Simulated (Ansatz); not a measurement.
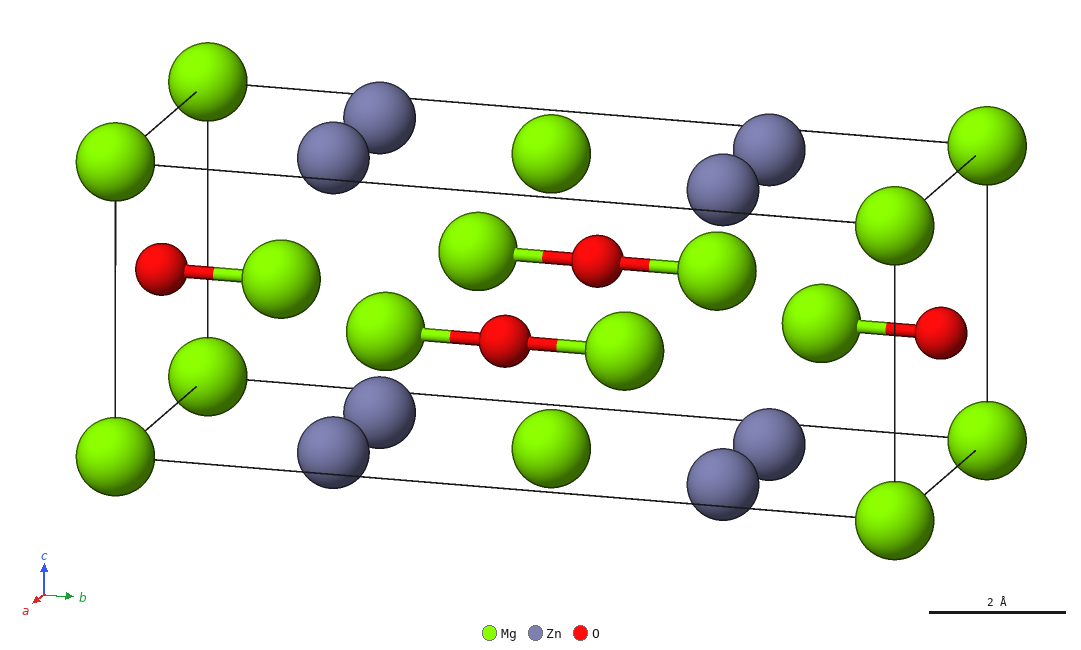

A ball-and-stick rendering, viewed slightly off an axis. The edges of the conventional unit cell are marked. Cell: a = 4.63 Å, b = 12.02 Å, c = 4.51 Å, α = 90.00°, β = 90.00°, γ = 90.00°.

Starting structure: a structure type filled with these elements by a generator (whether the compound takes this form wasn't checked). Earlier steps of the study, as a rule a relaxation of our own, may have changed the cell and positions, so they can lie some per cent off the listed ones. A calculation with Ansatz used it as input.

Q: Summary of the structure:

A: It has the composition Mg3Zn2O. The atoms follow space group Cmmm (No. 65); the Bravais lattice is base-centred orthorhombic. Content of the cell: 6 Mg, 4 Zn, 2 O (Z = 2). The O atoms are each bonded to two Mg in a linear arrangement at about 1.8 Å. Mg takes two kinds of site: 4j with one O at about 1.8 Å; 2a with no bonds drawn. Not all metal-metal contacts are counted. The bonds build separate Mg2O groups; some Mg and Zn atoms stand without bonds in the drawing.

The calculation: Ansatz 0.2.0, DFT PBE, scalar-relativistic, plane waves, PAW, with a cutoff energy of 420 eV, k-points about 0.17 Å⁻¹ apart, Gaussian smearing of 0.1 eV, no spin polarisation.

Q: Predict the gap.

A: A metal: bands cross the Fermi level.

Q: What are the atomic charges by Bader's partition?

A: Mg +1.13 to +1.49 e; Zn -1.20 e; O -1.71 e.

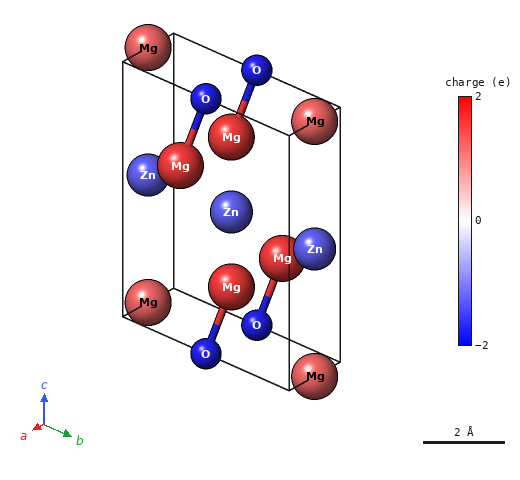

The atoms coloured by those charges. The run's cell of 6 atoms is drawn in a reduced setting, so axes and origin can differ from the first picture.

Q: Can this geometry be taken as optimised?

A: Yes. All forces vanish to within 0.01 eV/Å. The pressure is 0.0 GPa, close to zero.
